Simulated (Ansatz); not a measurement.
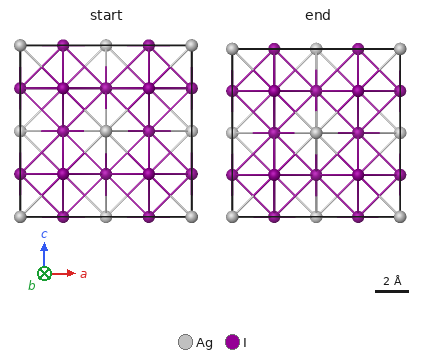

The structure of crystalline AgI6 (a generated structure, set up in Fm-3m) before (left) and after (right) a relaxation, at one scale.

Style: ball-and-stick. Shown: the conventional cell (4 times the calculation's cell), along the b axis. Lengths and directions refer to the drawn axes.

Theory: DFT PBE, scalar-relativistic, plane waves, PAW; settings changed in Ansatz.

Input
```yaml
crystal:
  lattice:
    - [0.0, 5.35496826, 5.35496826]
    - [5.35496826, 0.0, 5.35496826]
    - [5.35496826, 5.35496826, 0.0]
  atoms:
    - { symbol: Ag, position: [0.0, 0.0, 0.0] }
    - { symbol: I, position: [0.5, 0.5, 0.0] }
    - { symbol: I, position: [0.5, 0.0, 0.5] }
    - { symbol: I, position: [0.0, 0.0, 0.5] }
    - { symbol: I, position: [0.0, 0.5, 0.0] }
    - { symbol: I, position: [0.0, 0.5, 0.5] }
    - { symbol: I, position: [0.5, 0.0, 0.0] }
basis:
  ecutwfc: 420
kpoints:
  mp_grid: { grid: [6, 6, 6] }
hamiltonian:
  xc: pbe
scf:
  occupations: { method: gaussian, width: 0.1 }
  mixing: { algorithm: anderson, beta: 0.001, ndim: 1 }
  max_iter: 100
output:
  forces: true
  eigenvalues: true
  stress: true
relax:
  adjacent_minimum: "off"
  f_tol: 0.01
  max_steps: 80
  cell: { stress_tol: 0.05 }
```

Launched with:
```bash
ansatz run input.yaml --threads 1 --pin off --max-ram 2048MiB --backend cpu --events-out ev --progress --plain --runs-dir out
```

Summarise the run.

Answer. The run was cut off at its time limit before the relaxation converged, so the last structure is only a point on the way. The input was poor on purpose: mixing far too weak. The energy falls by 26.3 meV per atom in 1 geometry step. All forces vanish by symmetry, so only the cell relaxes. Pressure: −1.87 GPa at the start and −1.19 GPa at the end. The atoms keep their places relative to the cell (all moves are under 0.005 Å). The drawn cell changes as follows: a = b = c 10.710 → 10.488 Å (−2.1 %); the volume changes by −6.1 %. Some distances before and after: I2–I3 3.787 → 3.708 Å, Ag1–I2 3.787 → 3.708 Å. The space group stays Fm-3m (No. 225). Cost: 6.7 min on 1 thread of Arm Neoverse V1, on a shared host, peak memory 1.1 GiB.
